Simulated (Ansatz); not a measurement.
**Geometry relaxation of Ti3Al5 (part 1 of 2)**

The run: geometry relaxation of Ti3Al5 (Pmmm, 8 atoms in the cell). Method and program: DFT r2SCAN, scalar-relativistic, plane waves, PAW, no spin polarisation (Ansatz 0.2.0).

The structure derives from a Materials Project entry. Figures and captions count atoms from 1; the log counts them from 0 in places.

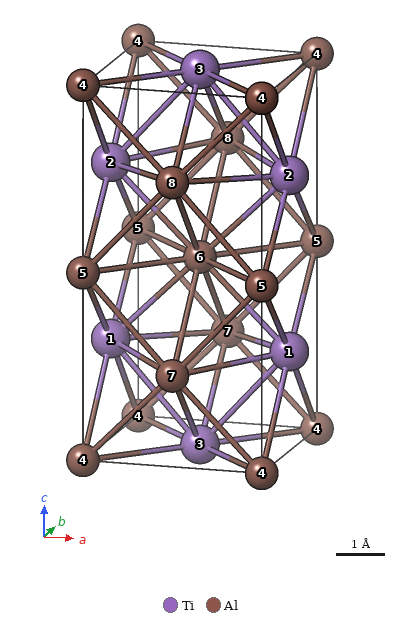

Fig. 1: The structure as given in the input (ball-and-stick view of the cell of the calculation, seen slightly off an axis; atoms are numbered from 1 in the order of the input). An atom can appear more than once, as a periodic image.

### Key numbers

| quantity | value |
| --- | --- |
| outcome | converged |
| space group (tolerance 0.01 Å) | Pmmm (47) |
| electrons treated | 51 |
| free energy | −10218.8246 eV |
| Fermi energy | 10.594 eV |
| gap on the k-point mesh | none (metallic) |
| pressure | 0.00 GPa |
| final volume | 126.67 Å³ |
| largest force (length of the vector) at the end | 0.001 eV/Å |
| final cell | a = 3.902 Å, b = 4.023 Å, c = 8.071 Å, α = 90.00°, β = 90.00°, γ = 90.00° |
| hardware | 2 threads of Intel Xeon @ 2.50GHz (Skylake/Cascade Lake), 192 GiB of memory available, shared host |
| wall time | 3.9 min (CPU time 7.6 min) |
| peak memory | 1 GiB |

### Input file
```yaml
crystal:
  lattice:
    - [3.90101378, 0.0, 0.0]
    - [0.0, 4.01393894, 0.0]
    - [0.0, 0.0, 8.0832905]
  atoms:
    - { symbol: Ti, position: [0.0, 0.5, 0.26506523] }
    - { symbol: Ti, position: [0.0, 0.5, 0.73493477] }
    - { symbol: Ti, position: [0.5, 0.5, 0.0] }
    - { symbol: Al, position: [0.0, 0.0, 0.0] }
    - { symbol: Al, position: [0.0, 0.0, 0.5] }
    - { symbol: Al, position: [0.5, 0.5, 0.5] }
    - { symbol: Al, position: [0.5, 0.0, 0.24223368] }
    - { symbol: Al, position: [0.5, 0.0, 0.75776632] }
basis:
  ecutwfc: 500
kpoints:
  mp_grid: { grid: [10, 10, 6] }
hamiltonian:
  xc: r2scan
scf:
  occupations: { method: gaussian, width: 0.1 }
output:
  forces: true
  stress: true
  eigenvalues: true
  write_density: true
  write_potential: true
  elf: true
  volumetric_format: npy
relax:
  adjacent_minimum: "off"
  f_tol: 0.005
  max_steps: 80
  cell: { stress_tol: 0.05 }
```

Command:
```bash
ansatz run input.yaml --threads 2 --pin off --max-ram 5120MiB --backend cpu --events-out ev --progress --plain --runs-dir out
```

### Log
```
Engine: ansatz 0.2.0, x86_64-unknown-linux-gnu
Pseudopotentials: kind: paw
Pseudopotential: Ti, paw, valence charge 12, recommended cutoff 500 eV (meta_gga), Ti.paw.azcp
Pseudopotential: Al, paw, valence charge 3, recommended cutoff 500 eV (meta_gga), Al.paw.azcp
Functional definition: r2SCAN
  parameter k0 = 0.174
  parameter k1 = 0.065
  parameter a1 = 4.9479
  exchange = r2scan_x(k0 = k0, k1 = k1, a1 = a1)
  correlation = r2scan_c
Crystal: 8 atoms, lattice volume = 126.572 Å³
Basis set: ecut = 500 eV, 3201 PW (Γ), exchange–correlation on 120×120×240 points (64 copies of the dense FFT grid, shifted against one another)
Bands: 34, of which v1, the nominal top of the filled ones, is band 26 counted from 1 (25 counted from 0)
Symmetry: 8 space group operations
Space group: Pmmm (ITA 47), of the structure as read, at distance tolerance 5.0e-5 Å
k-points: 144 of 600
Non-local potential: Ti, projectors of the file, l = 0: 3, l = 1: 2, l = 2: 3, l = 3: 1
Non-local potential: Al, projectors of the file, l = 0: 2, l = 1: 2, l = 2: 1
PAW form: soft (Blöchl's): semilocal exchange-correlation on the pseudo side does not see the compensation charge
PAW frozen core: Ti, regenerated for the run's functional (the file was generated under x = pbe(κ = 0.804, μ = 0.2195149727645171), c = pbe(β = 0.06672455060314922))
PAW frozen core: Al, regenerated for the run's functional (the file was generated under x = pbe(κ = 0.804, μ = 0.2195149727645171), c = pbe(β = 0.06672455060314922))
PAW one-centre angular grid: Ti, 590 points (default); XC on 160 Gauss nodes
PAW one-centre angular grid: Al, 302 points (default); XC on 160 Gauss nodes
Initial density: superposition of atomic densities (neutral atoms: chi_scale 0, normalization atom), corrected by the library's trained network
Initial wavefunctions: pseudopotential atomic-orbital guess
Functional: x = r2scan, c = r2scan; τ floored in thin density (d = 2e-4 eV/Å³)
SCF iter   1: F=—  HF=-10218.724086 eV  |F-HF|=—  |Δ(HF+E_count)|=         —  Δρ=1.20e-2  dr2=2.47e-1  dr2_τ=6.83e-2  ethr=1.77e-3  ⟨swp⟩=6.6  Hψ=22844  notcnv=0
preconditioner: auto → Kerker (q_TF=auto, 2.345 Å⁻¹)  [metal: Δε(μ)=0.002 eV  Ē_g=5.054 eV  σ=0.100 eV  W_gap=0.01  n_scr=30 (ndim 8)  ℏωp=17.2 eV  f_vac=0.000  D(μ)=4.21/eV (n_scr^D=38)]
SCF iter   2: F=—  HF=-10218.832375 eV  |F-HF|=—  |Δ(HF+E_count)|=   1.08e-1  Δρ=7.03e-3  dr2=9.03e-2  dr2_τ=7.97e-3  ethr=4.84e-4  ⟨swp⟩=2.6  Hψ=10415  notcnv=0  defer=276
SCF iter   3: F=—  HF=-10218.826897 eV  |F-HF|=—  |Δ(HF+E_count)|=   5.48e-3  Δρ=3.63e-3  dr2=4.10e-2  dr2_τ=1.10e-3  ethr=1.77e-4  ⟨swp⟩=2.1  Hψ=6516  notcnv=0  defer=276
SCF iter   4: F=—  HF=-10218.825027 eV  |F-HF|=—  |Δ(HF+E_count)|=   1.87e-3  Δρ=1.83e-3  dr2=6.71e-3  dr2_τ=1.92e-4  ethr=8.04e-5  ⟨swp⟩=1.8  Hψ=4867  notcnv=0  defer=276
SCF iter   5: F=—  HF=-10218.824261 eV  |F-HF|=—  |Δ(HF+E_count)|=   7.66e-4  Δρ=4.54e-4  dr2=5.16e-4  dr2_τ=6.17e-6  ethr=1.32e-5  ⟨swp⟩=2.4  Hψ=6612  notcnv=0  defer=276
SCF iter   6: F=—  HF=-10218.824172 eV  |F-HF|=—  |Δ(HF+E_count)|=   8.92e-5  Δρ=1.31e-4  dr2=5.32e-5  dr2_τ=1.14e-6  ethr=1.01e-6  ⟨swp⟩=2.1  Hψ=6279  notcnv=0  defer=276
SCF iter   7: F=—  HF=-10218.824167 eV  |F-HF|=—  |Δ(HF+E_count)|=   4.37e-6  Δρ=1.95e-5  dr2=4.57e-7  dr2_τ=1.12e-8  ethr=1.04e-7  ⟨swp⟩=2.1  Hψ=5553  notcnv=0  defer=275
SCF iter   8: F=-10218.824168 eV  HF=-10218.824168 eV  |F-HF|=1.44e-8  |Δ(HF+E_count)|=   3.71e-7  Δρ=4.83e-6  dr2=3.63e-8  dr2_τ=1.33e-9  ethr=1.96e-10  ⟨swp⟩=13.2  Hψ=31807  notcnv=0
SCF 1 converged in 8 iterations: F = -10218.824168 eV  dr2 = 3.63e-8
  greatest PAW one-centre occupation: 1.001 electrons in one spin orbital (limit 2), on the Ti atom at site 2 (counted from 0), in its partial waves of l = 1
relax step   1: F+E_penalty+E_count = -10218.82416778 eV  Δ(F+E_penalty+E_count) = +0.000e0 eV  max|allowed force component| = 1.158e-2 eV/Å  Δτ_max = 0.0000 Å  P = +0.083 GPa  Ω = 126.572 Å³  (8 SCF iters, dr2 threshold 1.00e-7 eV, accepted)
Crystal: 8 atoms, lattice volume = 126.680 Å³
Basis set: ecut = 500 eV, 3193 PW (Γ), exchange–correlation on 120×120×240 points (64 copies of the dense FFT grid, shifted against one another)
Initial density: handed on by an earlier stage of this run
Initial wavefunctions: those handed on with the density
iter 1 solved again at ethr=8.19e-7 eV; its pass at ethr=3.10e-3 eV (dr2=4.17e-4 eV) is discarded
SCF iter   1: F=—  HF=-10218.823542 eV  |F-HF|=—  |Δ(HF+E_count)|=         —  Δρ=4.53e-4  dr2=4.27e-4  dr2_τ=1.17e-3  ethr=8.19e-7  ⟨swp⟩=2.1  Hψ=23908  notcnv=0
preconditioner: auto → Kerker (q_TF=auto, 2.344 Å⁻¹)  [metal: Δε(μ)=0.016 eV  Ē_g=4.986 eV  σ=0.100 eV  W_gap=0.09  n_scr=30 (ndim 8)  ℏωp=17.1 eV  f_vac=0.000  D(μ)=4.31/eV (n_scr^D=38)]
SCF iter   2: F=—  HF=-10218.824487 eV  |F-HF|=—  |Δ(HF+E_count)|=   9.46e-4  Δρ=2.91e-4  dr2=1.20e-4  dr2_τ=9.43e-6  ethr=8.19e-7  ⟨swp⟩=2.0  Hψ=8127  notcnv=0
SCF iter   3: F=—  HF=-10218.824486 eV  |F-HF|=—  |Δ(HF+E_count)|=   1.53e-6  Δρ=1.84e-4  dr2=1.06e-4  dr2_τ=3.09e-6  ethr=2.36e-7  ⟨swp⟩=2.0  Hψ=5836  notcnv=0
SCF iter   4: F=—  HF=-10218.824482 eV  |F-HF|=—  |Δ(HF+E_count)|=   3.88e-6  Δρ=4.59e-5  dr2=6.05e-6  dr2_τ=2.11e-7  ethr=2.07e-7  ⟨swp⟩=1.8  Hψ=5059  notcnv=0
SCF iter   5: F=-10218.824482 eV  HF=-10218.824482 eV  |F-HF|=6.05e-8  |Δ(HF+E_count)|=   6.51e-8  Δρ=1.65e-5  dr2=2.34e-7  dr2_τ=1.79e-8  ethr=5.53e-10  ⟨swp⟩=6.9  Hψ=29127  notcnv=0
SCF 2 converged in 5 iterations: F = -10218.824482 eV  dr2 = 2.34e-7
relax step   2: F+E_penalty+E_count = -10218.82448180 eV  Δ(F+E_penalty+E_count) = -3.140e-4 eV  max|allowed force component| = 7.807e-3 eV/Å  Δτ_max = 0.0026 Å  P = -0.015 GPa  Ω = 126.680 Å³  energy of the carried Pulay correction = -2.695e-5 eV  (5 SCF iters, dr2 threshold 2.82e-7 eV, accepted)
Crystal: 8 atoms, lattice volume = 126.669 Å³
iter 1 solved again at ethr=1.28e-7 eV; its pass at ethr=3.10e-3 eV (dr2=6.51e-5 eV) is discarded
SCF iter   1: F=—  HF=-10218.824444 eV  |F-HF|=—  |Δ(HF+E_count)|=         —  Δρ=1.73e-4  dr2=6.54e-5  dr2_τ=1.63e-4  ethr=1.28e-7  ⟨swp⟩=2.0  Hψ=23467  notcnv=0
preconditioner: auto → Kerker (q_TF=auto, 2.344 Å⁻¹)  [metal: Δε(μ)=0.017 eV  Ē_g=4.986 eV  σ=0.100 eV  W_gap=0.09  n_scr=30 (ndim 8)  ℏωp=17.1 eV  f_vac=0.000  D(μ)=4.37/eV (n_scr^D=38)]
SCF iter   2: F=—  HF=-10218.824573 eV  |F-HF|=—  |Δ(HF+E_count)|=   1.29e-4  Δρ=1.12e-4  dr2=1.76e-5  dr2_τ=1.51e-6  ethr=1.28e-7  ⟨swp⟩=2.0  Hψ=7800  notcnv=0
SCF iter   3: F=—  HF=-10218.824564 eV  |F-HF|=—  |Δ(HF+E_count)|=   9.12e-6  Δρ=6.57e-5  dr2=1.36e-5  dr2_τ=3.88e-7  ethr=3.44e-8  ⟨swp⟩=2.0  Hψ=5840  notcnv=0
SCF iter   4: F=—  HF=-10218.824563 eV  |F-HF|=—  |Δ(HF+E_count)|=   4.04e-7  Δρ=2.14e-5  dr2=1.63e-6  dr2_τ=2.33e-8  ethr=2.66e-8  ⟨swp⟩=1.2  Hψ=4935  notcnv=0
SCF iter   5: F=—  HF=-10218.824563 eV  |F-HF|=—  |Δ(HF+E_count)|=   3.20e-8  Δρ=4.95e-6  dr2=8.41e-8  dr2_τ=2.19e-9  ethr=3.20e-9  ⟨swp⟩=1.8  Hψ=5535  notcnv=0
SCF iter   6: F=-10218.824563 eV  HF=-10218.824563 eV  |F-HF|=2.29e-9  |Δ(HF+E_count)|=   8.03e-9  Δρ=2.39e-6  dr2=6.16e-9  dr2_τ=6.40e-10  ethr=6.09e-11  ⟨swp⟩=7.2  Hψ=23600  notcnv=0
SCF 3 converged in 6 iterations: F = -10218.824563 eV  dr2 = 6.16e-9
relax step   3: F+E_penalty+E_count = -10218.82456309 eV  Δ(F+E_penalty+E_count) = -8.129e-5 eV  max|allowed force component| = 5.776e-4 eV/Å  Δτ_max = 0.0011 Å  P = -0.004 GPa  Ω = 126.669 Å³  energy of the carried Pulay correction = -2.415e-5 eV  (6 SCF iters, dr2 threshold 3.10e-8 eV, accepted)
Initial wavefunctions: pseudopotential atomic-orbital guess (no wavefunctions were taken with the density)
iter 1 solved again at ethr=3.69e-7 eV; its pass at ethr=3.10e-3 eV (dr2=1.88e-4 eV) is discarded
SCF iter   1: F=—  HF=-10218.824588 eV  |F-HF|=—  |Δ(HF+E_count)|=         —  Δρ=2.46e-5  dr2=2.08e-8  dr2_τ=3.18e-8  ethr=3.69e-7  ⟨swp⟩=2.9  Hψ=33766  notcnv=0
eigensolver tolerance schedule: the retry pair's looser diagonalisation over-reported the residual by 9063.74 of it (diagonalisation noise at an unbounded share of the residual, at the tolerance the schedule requests for it); recorded, not acted on — ethr = c·dr2/N_el stays at c = 1.0e-1
preconditioner: auto → Kerker (q_TF=auto, 2.344 Å⁻¹)  [metal: Δε(μ)=0.017 eV  Ē_g=4.986 eV  σ=0.100 eV  W_gap=0.09  n_scr=30 (ndim 8)  ℏωp=17.1 eV  f_vac=0.000  D(μ)=4.36/eV (n_scr^D=38)]
SCF iter   2: F=—  HF=-10218.824593 eV  |F-HF|=—  |Δ(HF+E_count)|=   4.15e-6  Δρ=1.25e-5  dr2=5.82e-9  dr2_τ=3.61e-8  ethr=4.07e-11  ⟨swp⟩=2.8  Hψ=8354  notcnv=0
SCF iter   3: F=—  HF=-10218.824593 eV  |F-HF|=—  |Δ(HF+E_count)|=   6.54e-7  Δρ=1.50e-6  dr2=5.65e-9  dr2_τ=2.61e-10  ethr=1.14e-11  ⟨swp⟩=2.0  Hψ=8172  notcnv=0
SCF iter   4: F=—  HF=-10218.824593 eV  |F-HF|=—  |Δ(HF+E_count)|=  4.15e-10  Δρ=4.81e-7  dr2=3.33e-10  dr2_τ=2.53e-11  ethr=1.11e-11  ⟨swp⟩=2.0  Hψ=5344  notcnv=0
SCF iter   5: F=—  HF=-10218.824593 eV  |F-HF|=—  |Δ(HF+E_count)|=  6.55e-11  Δρ=3.34e-7  dr2=1.49e-10  dr2_τ=1.55e-11  ethr=1.00e-12  ⟨swp⟩=2.2  Hψ=6598  notcnv=0
SCF iter   6: F=-10218.824593 eV  HF=-10218.824593 eV  |F-HF|=9.09e-12  |Δ(HF+E_count)|=  1.26e-10  Δρ=1.34e-7  dr2=2.28e-11  dr2_τ=1.24e-12  ethr=1.00e-12  ⟨swp⟩=5.4  Hψ=19231  notcnv=0
SCF 4 converged in 6 iterations: F = -10218.824593 eV  dr2 = 2.28e-11
relax step   4: F+E_penalty+E_count = -10218.82459329 eV  Δ(F+E_penalty+E_count) = -3.020e-5 eV  max|allowed force component| = 5.864e-4 eV/Å  Δτ_max = 0.0000 Å  P = -0.004 GPa  Ω = 126.669 Å³  stress off target by 6.03e-3 GPa  SCF on the basis re-selected at this cell (its energy is not comparable with the rows above)  (6 SCF iters)
```

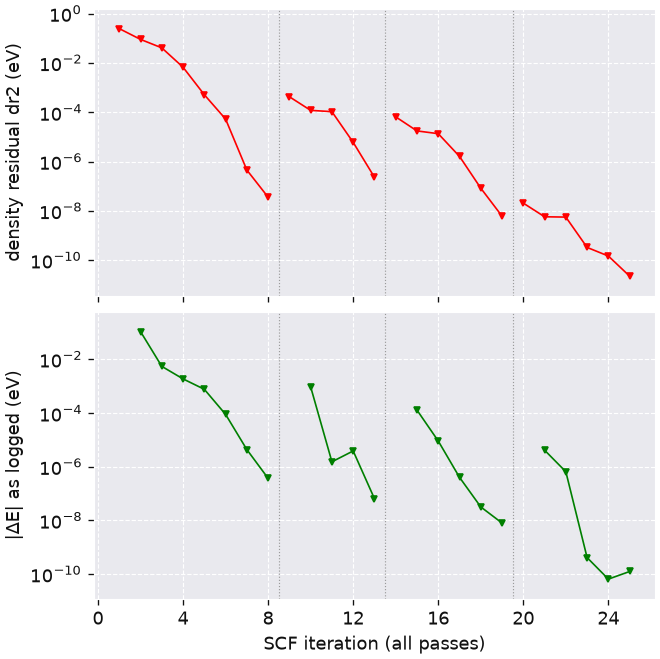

Fig. 2: Convergence of the self-consistent field: density residual dr2 and size of the energy change against the SCF iteration. The dotted lines part the SCF passes of the relaxation: geometry steps, rejected trials and re-solves on a re-selected basis. The passes take 8, 5, 6 and 6 iterations.

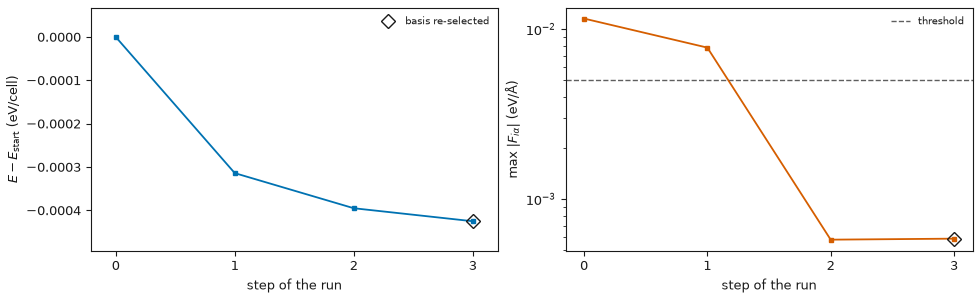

Fig. 3: Progress of the relaxation, step by step (the first geometry is step 0 here and step 1 in the log). No atom moves by more than 0.005 Å relative to the cell. After 2 geometry steps the energy has fallen by 0.4 meV per cell of the calculation. Largest force component: 0.012 eV/Å at the start, 0.00059 eV/Å at the end. Pressure: 0.08 GPa at the start and 0.00 GPa at the end. A last SCF at the same geometry on a re-selected plane-wave basis shifts the energy by next to nothing (0.0 meV per cell of the calculation).
